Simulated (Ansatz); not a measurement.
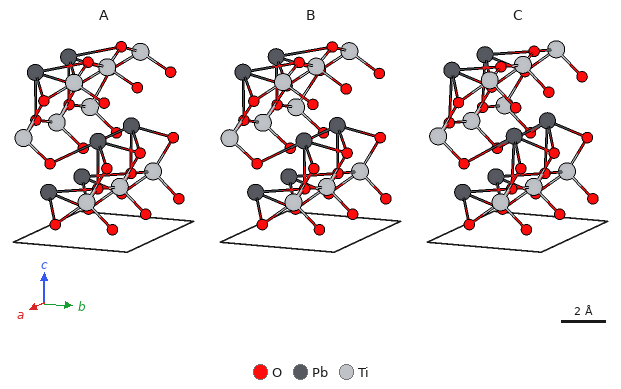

3 geometries from one constrained relaxation of a slab of composition TiPbO$_{3}$ (cut from the P4mm phase), in shuffled order. A ball-and-stick model of the 2 × 1 repeat of the cell, outlined in the plane, without the vacuum (origin shifted), seen slightly off an axis.

Case: clean slab, lower half held. The slab is the (1 0 1) face of TiPbO3. 7 atoms are held fixed.

Method: Ansatz, DFT PBEsol, scalar-relativistic, plane waves, PAW. Settings: plane-wave cutoff 420 eV; k-point mesh 7 × 5 × 1; occupations gaussian; smearing width 0.05 eV; no spin polarisation; dipole correction; atoms relaxed in a fixed cell; force threshold 0.03 eV/Å; at most 70 steps.

Q: Order the frames from highest to lowest energy.

A: C, A, B. They are steps 0, 2, 8, at +1.161 eV per cell of the calculation, +73.3 meV per cell of the calculation relative to the last. Over 8 geometry steps the energy falls by 1.161 eV per cell of the calculation. Largest force component: 3.2 eV/Å at the start, 0.0057 eV/Å at the end. An O atom moves most: 0.35 Å at 49° to the normal (+c side). By element the largest moves are O 0.35 Å, Pb 0.28 Å, Ti 0.12 Å. The lattice vectors keep their values. Some distances before and after: O–Pb 2.497 → 2.908 Å, O–Pb 2.497 → 2.806 Å, O–Pb 2.782 → 2.506 Å, O–Ti 1.967 → 2.215 Å. Bond angles that change, for instance: O–Ti–O 100.9° → 113.5°, O–Ti–O 87.9° → 98.6°, O–Ti–O 158.2° → 147.6°.
